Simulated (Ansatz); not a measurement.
Run report: GaN, single-point calculation

The run: single-point calculation of GaN (slab, 20 atoms in the cell). Method and program: DFT PBE, scalar-relativistic, plane waves, PAW, no spin polarisation (Ansatz 0.2.0).

The structure derives from an entry of the Crystallography Open Database. It belongs to a series of runs on one base structure; here: the substrate alone at its places in the stack. Figures and captions count atoms from 1; the log counts them from 0 in places.

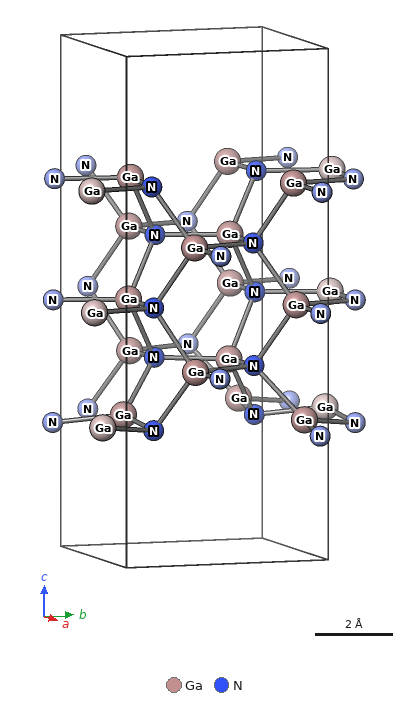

*The structure as given in the input (ball-and-stick view of the cell of the calculation, with the vacuum cut short, seen slightly off an axis; neighbours outside the cell are drawn fainter).*

Near neighbours in the crystal (not all of them lie inside the picture): Ga has 3 N at 1.85 to 1.99 Å; N has 3 Ga at 1.85 to 1.99 Å; Ga has 4 N at 1.94 to 2.01 Å; N has 4 Ga at 1.95 to 2.01 Å.

Input file
```yaml
crystal:
  lattice:
    - [5.2430304069, 0.0, 0.0]
    - [0.0, 5.5744824025, 0.0]
    - [0.0, 0.0, 28.2331657248]
  atoms:
    - { symbol: Ga, position: [0.9988403686, 0.8826829077, 0.2730597924] }
    - { symbol: Ga, position: [0.4988410373, 0.1484794249, 0.2730683793] }
    - { symbol: "N", position: [0.3475941212, 0.8468751602, 0.2651277817] }
    - { symbol: "N", position: [0.8475911417, 0.184289641, 0.2651312755] }
    - { symbol: Ga, position: [0.9737576081, 0.3510363194, 0.3206811565] }
    - { symbol: Ga, position: [0.4737495559, 0.6801257015, 0.3206757284] }
    - { symbol: "N", position: [0.3498837839, 0.3499367667, 0.3221182091] }
    - { symbol: "N", position: [0.8498852108, 0.6812248635, 0.3221111308] }
    - { symbol: Ga, position: [0.9756027283, 0.8496667645, 0.3799881475] }
    - { symbol: Ga, position: [0.4756057235, 0.1815009278, 0.3799995112] }
    - { symbol: "N", position: [0.3521789711, 0.8481867308, 0.3794282308] }
    - { symbol: "N", position: [0.8521762512, 0.1829750169, 0.3794338203] }
    - { symbol: Ga, position: [0.9740860768, 0.3463916619, 0.4366815411] }
    - { symbol: Ga, position: [0.4740823165, 0.6848132051, 0.4366767007] }
    - { symbol: "N", position: [0.3492128808, 0.353919475, 0.4362249614] }
    - { symbol: "N", position: [0.8492062977, 0.6772738758, 0.436220599] }
    - { symbol: Ga, position: [0.9688335709, 0.8382970484, 0.4932096705] }
    - { symbol: Ga, position: [0.4687943428, 0.1930135206, 0.4932320403] }
    - { symbol: "N", position: [0.3483961118, 0.8562798414, 0.492086827] }
    - { symbol: "N", position: [0.8484080579, 0.1749731269, 0.4920902247] }
basis:
  ecutwfc: 420
kpoints:
  mp_grid: { grid: [7, 6, 1] }
hamiltonian:
  xc: pbe
scf:
  occupations: { method: gaussian, width: 0.1 }
output:
  forces: true
  stress: true
  eigenvalues: true
efield:
  axis: 3
  dipole_correction: true
  ramp_width: 0.04
```

Hardware: 4 threads of AMD EPYC (Zen 3), 32 GiB of memory available, shared host.

Launched with:
```bash
ansatz run input.yaml --threads 4 --pin off --max-ram 10240MiB --backend cpu --events-out ev --progress --plain --runs-dir out
```

Log
```
Engine: ansatz 0.2.0, x86_64-unknown-linux-gnu
Pseudopotentials: kind: paw
Pseudopotential: Ga, paw, valence charge 13, recommended cutoff 420 eV (normal), Ga.paw.azcp
Pseudopotential: N, paw, valence charge 5, recommended cutoff 420 eV (normal), N.paw.azcp
Functional definition: PBE
  parameter kappa = 0.804
  parameter beta = 0.06672455060314922
  exchange = pbe_x(kappa = kappa, mu = beta*pi^2/3)
  correlation = pbe_c(beta = beta)
Crystal: 20 atoms, lattice volume = 825.176 Å³
Basis set: ecut = 420 eV, 16137 PW (Γ), exchange–correlation on 72×80×384 points (8 copies of the dense FFT grid, shifted against one another)
Bands: 110, of which v1, the nominal top of the filled ones, is band 90 counted from 1 (89 counted from 0)
Symmetry: 1 space group operations
Space group: P1 (ITA 1), of the structure as read, at distance tolerance 9.4e-5 Å
k-points: 22 of 42 (time reversal used)
Non-local potential: Ga, projectors of the file, l = 0: 2, l = 1: 2, l = 2: 3, l = 3: 1
Non-local potential: N, projectors of the file, l = 0: 2, l = 1: 2, l = 2: 1
PAW form: soft (Blöchl's): semilocal exchange-correlation on the pseudo side does not see the compensation charge
PAW one-centre angular grid: Ga, 590 points (default); XC on 64 Gauss nodes
PAW one-centre angular grid: N, 110 points (default); XC on 64 Gauss nodes
Initial density: superposition of atomic densities (neutral atoms: chi_scale 0, normalization atom), corrected by the library's trained network
Initial wavefunctions: pseudopotential atomic-orbital guess
Functional: x = pbe(κ = 0.804, μ = 0.2195149727645171), c = pbe(β = 0.06672455060314922)
SCF iter   1: F=—  HF=-41672.177886 eV  |F-HF|=—  |Δ(HF+E_count)|=         —  Δρ=1.51e-3  dr2=3.12e-2  ethr=1.77e-3  p=0.038 e·Å  D=8.29e-3 V/Å  ΔV_dip=-0.23 eV  dr2_dipole=1.58e-3  V_vac-E_F(+/−)=4.71/4.94 eV  ⟨swp⟩=6.9  Hψ=9868  notcnv=0  defer=130
efield: sawtooth ramp at fractional position 0.8592 (placed from the atoms, in the widest stretch of the axis that holds none; the zero of the levels goes with the place), width 0.0400; the density the first Hamiltonian is built on has a dipole p = 0.038 e·Å; the dipole correction subtracts the counter field D = 8.29e-3 V/Å, which shifts the + side's vacuum level by -0.23 eV against the − side's; the planar-averaged density in the ramp window peaks in size at 7.7e-7 e/Å³
preconditioner: auto → Resta (q_TF=auto, 2.117 Å⁻¹)  ε∞=2.3  [insulator: Δε(μ)=0.841 eV  Ē_g=15.231 eV  σ=0.100 eV  W_gap=1.00  n_scr=126 (ndim 8)  ℏωp=17.3 eV  f_vac=0.669  D(μ)=0.00/eV (n_scr^D=0)  ε∞_Penn≈2.3  vacuum switching on, ρ_ref=1.7e-2 e/Å³]
SCF iter   2: F=—  HF=-41672.184066 eV  |F-HF|=—  |Δ(HF+E_count)|=   6.18e-3  Δρ=1.01e-3  dr2=9.01e-3  ethr=1.73e-5  p=0.069 e·Å  D=1.51e-2 V/Å  ΔV_dip=-0.43 eV  dr2_dipole=6.02e-4  V_vac-E_F(+/−)=4.73/5.15 eV  ⟨swp⟩=2.0  Hψ=4762  notcnv=0  defer=172
SCF iter   3: F=—  HF=-41672.183796 eV  |F-HF|=—  |Δ(HF+E_count)|=   2.70e-4  Δρ=4.92e-4  dr2=1.86e-3  ethr=5.00e-6  p=0.057 e·Å  D=1.26e-2 V/Å  ΔV_dip=-0.35 eV  dr2_dipole=7.85e-5  V_vac-E_F(+/−)=4.74/5.10 eV  ⟨swp⟩=2.0  Hψ=3102  notcnv=0  defer=172
SCF iter   4: F=—  HF=-41672.184301 eV  |F-HF|=—  |Δ(HF+E_count)|=   5.06e-4  Δρ=2.34e-4  dr2=5.73e-4  ethr=1.04e-6  p=0.062 e·Å  D=1.36e-2 V/Å  ΔV_dip=-0.39 eV  dr2_dipole=1.11e-5  V_vac-E_F(+/−)=4.74/5.12 eV  ⟨swp⟩=3.0  Hψ=3788  notcnv=0  defer=172
SCF iter   5: F=—  HF=-41672.184383 eV  |F-HF|=—  |Δ(HF+E_count)|=   8.19e-5  Δρ=6.64e-5  dr2=4.03e-5  ethr=3.18e-7  p=0.062 e·Å  D=1.35e-2 V/Å  ΔV_dip=-0.38 eV  dr2_dipole=4.56e-8  V_vac-E_F(+/−)=4.75/5.13 eV  ⟨swp⟩=2.0  Hψ=3112  notcnv=0  defer=172
SCF iter   6: F=—  HF=-41672.184573 eV  |F-HF|=—  |Δ(HF+E_count)|=   1.90e-4  Δρ=3.07e-5  dr2=6.88e-6  ethr=2.24e-8  p=0.062 e·Å  D=1.36e-2 V/Å  ΔV_dip=-0.38 eV  dr2_dipole=8.58e-8  V_vac-E_F(+/−)=4.75/5.13 eV  ⟨swp⟩=2.8  Hψ=4085  notcnv=0  defer=192
SCF iter   7: F=—  HF=-41672.184577 eV  |F-HF|=—  |Δ(HF+E_count)|=   4.24e-6  Δρ=1.73e-5  dr2=3.11e-6  ethr=3.82e-9  p=0.062 e·Å  D=1.35e-2 V/Å  ΔV_dip=-0.38 eV  dr2_dipole=1.82e-10  V_vac-E_F(+/−)=4.75/5.13 eV  ⟨swp⟩=2.0  Hψ=3877  notcnv=0  defer=192
SCF iter   8: F=—  HF=-41672.184577 eV  |F-HF|=—  |Δ(HF+E_count)|=   2.97e-7  Δρ=4.08e-6  dr2=1.12e-7  ethr=1.73e-9  p=0.062 e·Å  D=1.35e-2 V/Å  ΔV_dip=-0.38 eV  dr2_dipole=5.52e-12  V_vac-E_F(+/−)=4.75/5.13 eV  ⟨swp⟩=2.0  Hψ=3071  notcnv=0  defer=192
SCF iter   9: F=-41672.184578 eV  HF=-41672.184578 eV  |F-HF|=3.99e-9  |Δ(HF+E_count)|=   2.22e-7  Δρ=1.94e-6  dr2=3.01e-8  ethr=5.56e-11  p=0.062 e·Å  D=1.35e-2 V/Å  ΔV_dip=-0.38 eV  dr2_dipole=2.09e-11  V_vac-E_F(+/−)=4.75/5.13 eV  ⟨swp⟩=20.6  Hψ=13708  notcnv=0
SCF 1 converged in 9 iterations: F = -41672.184578 eV  dr2 = 3.01e-8
  greatest PAW one-centre occupation: 0.996 electrons in one spin orbital (limit 2), on the Ga atom at site 0 (counted from 0), in its partial waves of l = 2
```

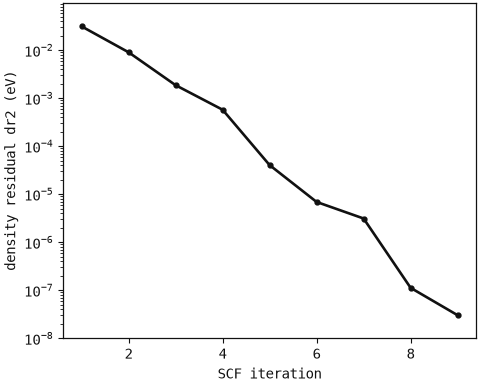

*Convergence of the self-consistent field: density residual dr2 against the SCF iteration.*

The residual falls at every step.

```
SCF converged after 9 iterations
Free energy (F): -41672.184578 eV
Harris-Foulkes:  -41672.184578 eV  (|F-HF|=3.99e-9)
Internal energy: -41672.184578 eV  (E = F + TS)
E sigma→0 (E₀):  -41672.184578 eV
Fermi energy:    -0.732811 eV
Dipole field:    D = 0.013489 V/Å  (p = 0.061515 e·Å, saw-weighted, corrected)
Work function:   Φ+ = 4.7529 eV   Φ− = 5.1338 eV
Levels:          The Fermi level and band energies are counted from a zero that moves with the ramp; work functions are not
--- Per-component energies (eV) ---
  E_band       = -2019.824995
  E_kinetic    = 2444.750431
  E_local      = -266789.092518  (includes V_loc(G=0)·N_el)
  E_nonlocal   = 4737.928680
  E_hartree    = 131637.945197
  E_xc         = -1278.554991
  E_vxc        = -1327.759457  (∫ρ·V_xc dr)
  E_paw        = -21195.120778  (= ΣΔE_a)
  E_vpaw       = -4361.464015  (= ΣTr[D̂ρ^β])
  E_aug_tail   = 0.000359  (compensation charges beyond the density's cutoff)
  E_efield     = 0.000415  (sawtooth field / dipole correction)
  E_vefield    = -0.072303  (∫n·V_field dr)
  E_ewald      = 108769.958627
  E_smearing   = -0.000000  (= −TS)
  E_closure    = 0.000000  (closes the sum)
  Σ components = -41672.184578   (vs F -41672.184578, Δ=0.00e0)
--- Forces (eV/Å), atoms counted from 1 ---
  atom   1  Ga     0.02185345     0.03560211     0.02602294
  atom   2  Ga     0.02185441    -0.03567279     0.02541778
  atom   3  N     -0.01219861     0.00525779    -0.05332398
  atom   4  N     -0.01220158    -0.00490910    -0.05302681
  atom   5  Ga    -0.03472590    -0.05517581     0.06385249
  atom   6  Ga    -0.03390777     0.05468460     0.06454364
  atom   7  N     -0.00062935     0.01620416     0.02342403
  atom   8  N     -0.00102353    -0.01619756     0.02349942
  atom   9  Ga     0.10998232     0.15106805     0.05757464
  atom  10  Ga     0.11002341    -0.15119669     0.05586026
  atom  11  N      0.00778900    -0.00284663    -0.31734383
  atom  12  N      0.00836582     0.00410180    -0.31756934
  atom  13  Ga    -0.22230163    -0.36514409     0.34662311
  atom  14  Ga    -0.22211811     0.36561414     0.34843393
  atom  15  N     -0.19541003     0.33813066     0.27656170
  atom  16  N     -0.19482358    -0.33657078     0.27591454
  atom  17  Ga     1.38854168     2.05263022    -1.06590306
  atom  18  Ga     1.39002211    -2.05588781    -1.06884582
  atom  19  N     -1.06393130     0.33586820     0.64344455
  atom  20  N     -1.06521048    -0.33556085     0.64479949
  max |Σ_I F_I| component: 4.97e-5 eV/Å
--- Stress (GPa, compression-positive) ---
       -0.895397      -0.000004       0.170452
       -0.000004      -0.421254      -0.001502
        0.170452      -0.001502      -0.165284
  P = ⅓ Tr σ = -0.4940 GPa (-4.940 kbar)
--- Band table (eV; the first three rows and the last of 22) ---
  k-point 0: bands = ["-16.9800", "-16.6353", "-16.4132", "-16.3440", "-16.2943", "-16.1915", "-16.1888", "-16.1203", "-15.7133", "-15.6659", "-15.0711", "-15.0553", "-15.0357", "-15.0146", "-15.0096", "-14.9981", "-14.9755", "-14.9411", "-14.9373", "-14.9338", "-14.9261", "-14.9127", "-14.9073", "-14.8907", "-14.8728", "-14.8388", "-14.8285", "-14.8155", "-14.7946", "-14.7603", "-14.7559", "-14.7500", "-14.7154", "-14.7119", "-14.6784", "-14.6715", "-14.6714", "-14.6541", "-14.6343", "-14.6232", "-14.6169", "-14.5762", "-14.5368", "-14.5280", "-14.5214", "-14.5046", "-14.4859", "-14.4393", "-14.4387", "-14.4140", "-14.3974", "-14.2917", "-13.3747", "-13.2078", "-13.1288", "-12.8655", "-12.7856", "-12.7483", "-12.6210", "-12.2944", "-8.0065", "-7.3817", "-7.2230", "-6.6660", "-6.4018", "-6.3754", "-6.3339", "-6.0583", "-5.8074", "-5.1947", "-4.9407", "-4.7310", "-4.5537", "-4.3943", "-4.1421", "-3.9343", "-3.6556", "-3.6092", "-3.4485", "-3.1875", "-3.0939", "-2.8455", "-2.4027", "-2.1312", "-2.1309", "-1.9942", "-1.5933", "-1.5703", "-1.2356", "-1.1699", "-0.3093", "0.9236", "1.1038", "2.1216", "2.8724", "3.6513", "3.7150", "4.1625", "4.2057", "4.3020", "4.4868", "4.5597", "4.9814", "5.0859", "5.1109", "5.4373", "5.7967", "5.8742", "6.1031", "6.2964"]
  k-point 1: bands = ["-16.9293", "-16.6177", "-16.4226", "-16.3585", "-16.2964", "-16.2165", "-16.1704", "-16.1186", "-15.7117", "-15.6620", "-15.0692", "-15.0547", "-15.0330", "-15.0156", "-15.0040", "-14.9922", "-14.9728", "-14.9430", "-14.9370", "-14.9321", "-14.9252", "-14.9125", "-14.9080", "-14.8854", "-14.8703", "-14.8400", "-14.8265", "-14.8054", "-14.7866", "-14.7663", "-14.7562", "-14.7492", "-14.7176", "-14.7006", "-14.6826", "-14.6755", "-14.6692", "-14.6434", "-14.6296", "-14.6251", "-14.6058", "-14.5769", "-14.5359", "-14.5275", "-14.5205", "-14.5061", "-14.4877", "-14.4388", "-14.4381", "-14.4152", "-14.3925", "-14.2643", "-13.5280", "-13.3422", "-13.1166", "-13.0881", "-12.7311", "-12.6417", "-12.5386", "-12.3095", "-7.9207", "-7.2696", "-7.1522", "-6.8578", "-6.6863", "-6.2745", "-6.1552", "-5.8627", "-5.4673", "-5.3945", "-5.0789", "-4.9950", "-4.5693", "-4.4702", "-4.0541", "-3.7807", "-3.6550", "-3.3956", "-3.2902", "-3.1868", "-2.9926", "-2.8526", "-2.5684", "-2.4100", "-2.0588", "-1.9215", "-1.8523", "-1.5564", "-1.2773", "-1.2030", "0.1025", "0.9892", "1.2468", "2.1831", "2.8852", "3.7532", "3.8657", "4.2173", "4.2429", "4.3654", "4.5143", "4.6298", "4.9058", "5.0117", "5.1359", "5.2374", "5.2796", "5.7642", "5.8302", "6.1816"]
  k-point 2: bands = ["-16.7987", "-16.5781", "-16.4747", "-16.3919", "-16.2965", "-16.2384", "-16.1591", "-16.1158", "-15.7084", "-15.6538", "-15.0666", "-15.0532", "-15.0279", "-15.0157", "-14.9944", "-14.9815", "-14.9663", "-14.9464", "-14.9392", "-14.9300", "-14.9236", "-14.9113", "-14.9094", "-14.8727", "-14.8652", "-14.8395", "-14.8276", "-14.7885", "-14.7774", "-14.7630", "-14.7550", "-14.7455", "-14.7227", "-14.6931", "-14.6806", "-14.6669", "-14.6428", "-14.6339", "-14.6176", "-14.6154", "-14.5911", "-14.5720", "-14.5341", "-14.5290", "-14.5176", "-14.5090", "-14.4901", "-14.4387", "-14.4355", "-14.4172", "-14.3847", "-14.1445", "-14.0083", "-13.5091", "-13.2724", "-12.9667", "-12.6761", "-12.6492", "-12.5287", "-12.3329", "-7.6772", "-7.1659", "-7.1368", "-7.0119", "-6.8473", "-6.0232", "-5.9418", "-5.7616", "-5.5256", "-5.3774", "-5.1621", "-4.8535", "-4.6581", "-4.3451", "-4.2901", "-3.9882", "-3.5478", "-3.4405", "-3.1865", "-3.1004", "-2.7920", "-2.7485", "-2.6036", "-2.3945", "-2.2919", "-1.9162", "-1.8232", "-1.6064", "-1.3869", "-1.2479", "0.5827", "1.0291", "1.6526", "2.2401", "3.0249", "3.8451", "4.1259", "4.1623", "4.3538", "4.4189", "4.5969", "4.6974", "4.7833", "4.8569", "4.9480", "5.1211", "5.2757", "5.5450", "5.6524", "5.9586"]
  k-point 21: bands = ["-16.6108", "-16.4908", "-16.4395", "-16.3791", "-16.2398", "-16.2096", "-16.1588", "-16.1406", "-15.6506", "-15.6355", "-15.0707", "-15.0693", "-15.0595", "-15.0516", "-15.0007", "-14.9954", "-14.9725", "-14.9676", "-14.9215", "-14.9180", "-14.8921", "-14.8801", "-14.8752", "-14.8666", "-14.8429", "-14.8364", "-14.8012", "-14.7881", "-14.7690", "-14.7627", "-14.7570", "-14.7413", "-14.7340", "-14.7119", "-14.6839", "-14.6753", "-14.6546", "-14.6487", "-14.6387", "-14.6239", "-14.5818", "-14.5682", "-14.5278", "-14.5249", "-14.5131", "-14.5103", "-14.4487", "-14.4357", "-14.4306", "-14.4202", "-14.3798", "-14.1158", "-13.9249", "-13.6070", "-13.2519", "-13.0835", "-13.0272", "-12.9109", "-12.8275", "-12.7307", "-7.5061", "-7.3089", "-7.1945", "-7.0734", "-6.9009", "-6.6706", "-6.0082", "-5.6795", "-5.5252", "-4.7286", "-4.6255", "-4.3563", "-4.2792", "-3.9355", "-3.6008", "-3.5432", "-3.2034", "-3.1597", "-3.0749", "-2.9986", "-2.8851", "-2.8295", "-2.5542", "-2.5207", "-2.3714", "-2.2860", "-1.8764", "-1.7997", "-1.4050", "-1.2864", "0.7751", "0.8345", "2.0834", "2.1330", "3.3714", "3.5892", "3.8505", "3.9101", "4.0205", "4.2972", "4.5198", "4.7208", "4.8461", "4.9787", "5.1456", "5.3964", "5.5921", "5.6449", "6.0286", "6.1620"]
```

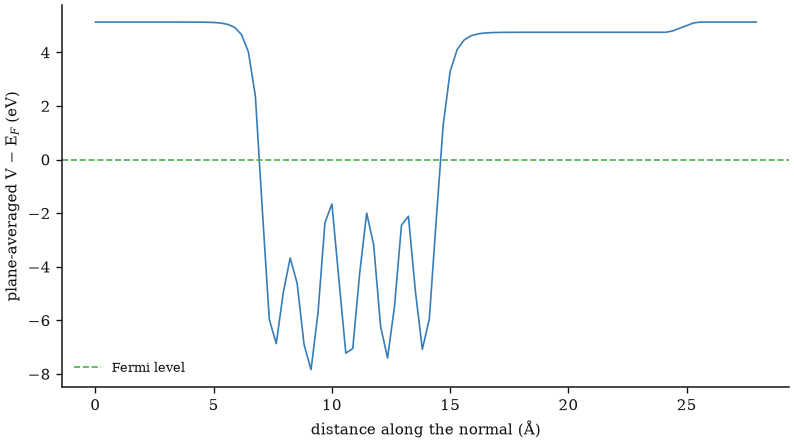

*Plane average of the electrostatic potential energy of an electron across the cell, from the Fermi level.*

The vacuum level lies 4.75 eV above the Fermi level on the upper side and 5.13 eV on the lower.

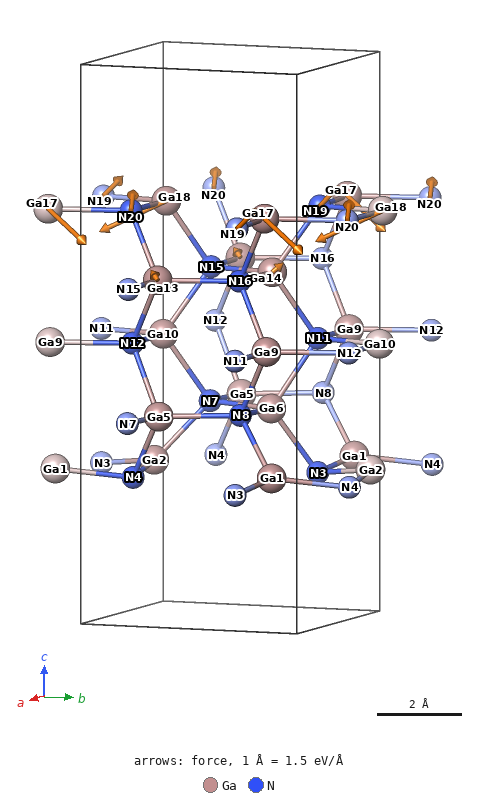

*Forces on the atoms as orange arrows (ball-and-stick view of the cell of the calculation, with the vacuum cut short, seen slightly off an axis; neighbours outside the cell are drawn fainter; atoms are numbered from 1 in the order of the input); the smallest are left out.*

The largest act on Ga17, Ga18 (2.70 eV/Å); N19, N20 (1.29 eV/Å). The geometry is not a stationary point of this energy.

Results in brief

- outcome: converged
- electrons treated: 180
- free energy: −41672.1846 eV
- work function, top face: 4.75 eV
- work function, bottom face: 5.13 eV
- Fermi energy: −0.733 eV
- gap on the k-point mesh: 0.86 eV
- work function (upper face): 4.75 eV
- largest force (length of the vector): 2.702 eV/Å
- wall time: 1.8 min (CPU time 7.1 min)
- peak memory: 2.8 GiB
